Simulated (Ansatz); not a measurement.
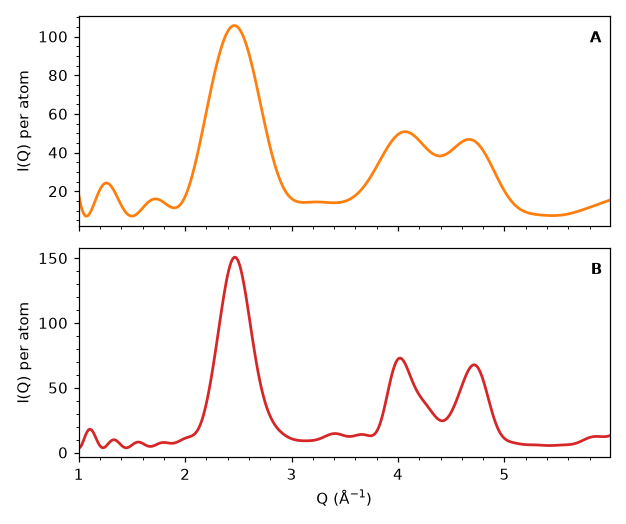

X-ray scattering of spheres cut from the crystal structure of AlN (P3m1, a = 3.122 Å, b = 3.122 Å, c = 17.680 Å, α = 90.00°, β = 90.00°, γ = 120.00°), calculated atom by atom with the Debye equation (B = 0.5 Å², no relaxation of the surface). It is based on the end point of a relaxation with DFT PBE, scalar-relativistic, plane waves, PAW in Ansatz 0.2.0; the starting structure was generated, so it need not be a known form of this composition.

The spheres are 14 and 28 Å across. Which curve is which?

Answer. curve A: 14 Å (143 atoms); curve B: 28 Å (1084 atoms). Peak widths go roughly as 2π/D, so the largest sphere has the sharpest peaks.

Index the main peaks of the largest sphere.

Answer. Q ≈ 4.02 Å⁻¹: 110; Q ≈ 4.71 Å⁻¹: 117.
